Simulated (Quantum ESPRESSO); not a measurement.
**Energy of Re along an even scaling of the cell**

System: Re (Fm-3m, 1 atom in the cell).
Method: Kohn-Sham DFT of a periodic cell, PBE, SSSP 1.3 efficiency PBE, no spin polarisation (Quantum ESPRESSO 7.5).

The 7 runs differ only in the geometry, by an even scaling of the cell at fixed fractional positions. The structure derives from an entry of the Crystallography Open Database.

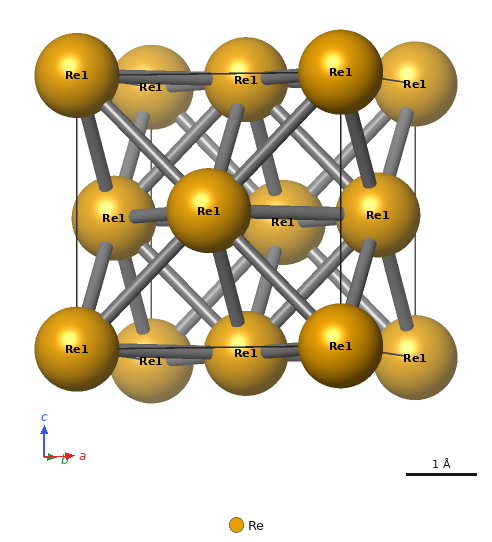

Figure 1. The structure of run 4 (ball-and-stick view of the cell 4 times as large as that of the calculation, set on its symmetry axes, seen at an oblique angle; atoms are numbered from 1 in the order of the input).

**Input file of run 4**
```
&CONTROL
  calculation = 'scf'
  prefix = 'pwscf'
  outdir = './tmp'
  pseudo_dir = './pseudo'
  tprnfor = .true.
  tstress = .true.
  disk_io = 'low'
/
&SYSTEM
  ibrav = 0
  nat = 1
  ntyp = 1
  ecutwfc = 55
  ecutrho = 440
  nbnd = 13
  occupations = 'smearing'
  smearing = 'fd'
  degauss = 0.00367493
/
&ELECTRONS
  conv_thr = 2d-10
  electron_maxstep = 120
  mixing_beta = 0.5
/
ATOMIC_SPECIES
Re   186.2070 Re_pbe_v1.2.uspp.F.UPF
CELL_PARAMETERS angstrom
   0.0000000000    1.9750000000    1.9750000000
   1.9750000000    0.0000000000    1.9750000000
   1.9750000000    1.9750000000    0.0000000000
ATOMIC_POSITIONS crystal
Re     0.0000000000    0.0000000000    0.0000000000
K_POINTS automatic
12 12 12 0 0 0
```

**File pp_density.in of run 4**
```
&INPUTPP
  prefix = 'pwscf'
  outdir = './tmp'
  filplot = 'density.dat'
  plot_num = 0
/
&PLOT
  nfile = 1
  filepp(1) = 'density.dat'
  iflag = 3
  output_format = 6
  fileout = 'density.cube'
/
```

**File pp_potential.in of run 4**
```
&INPUTPP
  prefix = 'pwscf'
  outdir = './tmp'
  filplot = 'potential.dat'
  plot_num = 11
/
&PLOT
  nfile = 1
  filepp(1) = 'potential.dat'
  iflag = 3
  output_format = 6
  fileout = 'potential.cube'
/
```

Command:
```bash
OMP_NUM_THREADS=1 pw.x -in pw.in > pw.out
OMP_NUM_THREADS=1 pp.x -in pp_density.in > pp_density.out
OMP_NUM_THREADS=1 pp.x -in pp_potential.in > pp_potential.out
```

Run 2 has the same physical settings and fractional positions; its lattice vectors (Å) are:
```
   0.000000    1.948308    1.948308
   1.948308    0.000000    1.948308
   1.948308    1.948308    0.000000
```

**Results, with one run withheld**

| run | volume per atom (Å³) | free energy per atom, from the lowest run given (meV) | pressure (GPa) |
| --- | --- | --- | --- |
| 1 | 14.483 | 21.72 | 13.55 |
| 2 | 14.791 | ? | ? |
| 3 | 15.099 | 0.00 | −2.65 |
| 4 | 15.407 | 10.88 | −9.50 |
| 5 | 15.716 | 34.23 | −15.60 |
| 6 | 16.024 | 68.67 | −21.05 |
| 7 | 16.332 | 112.98 | −25.90 |

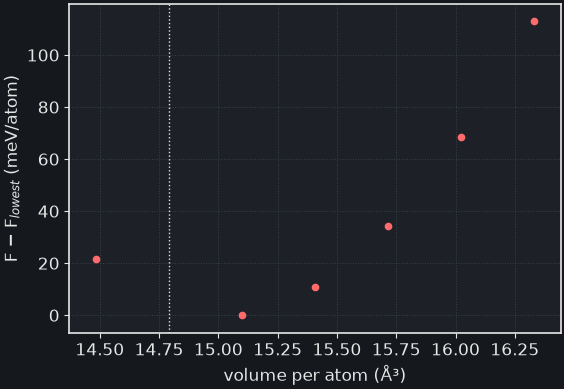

Figure 2. Free energy per atom of the runs given; the dotted line marks run 2.

Estimate the energy of run 2 from the others.

A cubic polynomial in V^(−2/3) (the Birch–Murnaghan form), fitted to the 6 runs given, misses them by at most 0.02 meV per atom. With x = V^(−2/3) − 0.16093 Å⁻², it reads F = 15.959 − 9652.8 x + 1.3979e+06 x² + 2.3183e+06 x³ (meV per atom). At run 2 it gives 3.07 meV per atom, and the run itself gives 3.09. The slope of the fit gives a pressure −dF/dV of 5.49 GPa there, and the run prints 4.99 GPa. The two needn't agree exactly: the fit is approximate, and the printed stress is taken on a finite basis. The fit has its minimum at 15.008 Å³ per atom, where V d²F/dV² gives 364 GPa: the bulk modulus at this level, since symmetry fixes the shape and the positions.

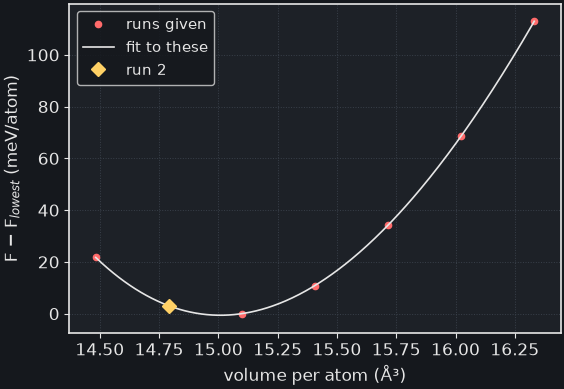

Figure 3. The fit and the withheld run.

**Some lines of the output (run 2)**
```
[...]
     unit-cell volume          =      99.8158 (a.u.)^3
     number of k points=    72  Fermi-Dirac smearing, width (Ry)=  0.0037
     total energy              =    -190.62736758 Ry
     total energy              =    -190.65250353 Ry
     total energy              =    -190.65363855 Ry
     total energy              =    -190.65365738 Ry
     total energy              =    -190.65366201 Ry
     total energy              =    -190.65366217 Ry
     the Fermi energy is    24.4767 ev
!    total energy              =    -190.65366218 Ry
     The total energy is F=E-TS. E is the sum of the following terms:
     Computing stress (Cartesian axis) and pressure
          total   stress  (Ry/bohr**3)                   (kbar)     P=       49.94
```

Notes on the run: negative rho. Spin–orbit coupling is left out, which matters for Re.
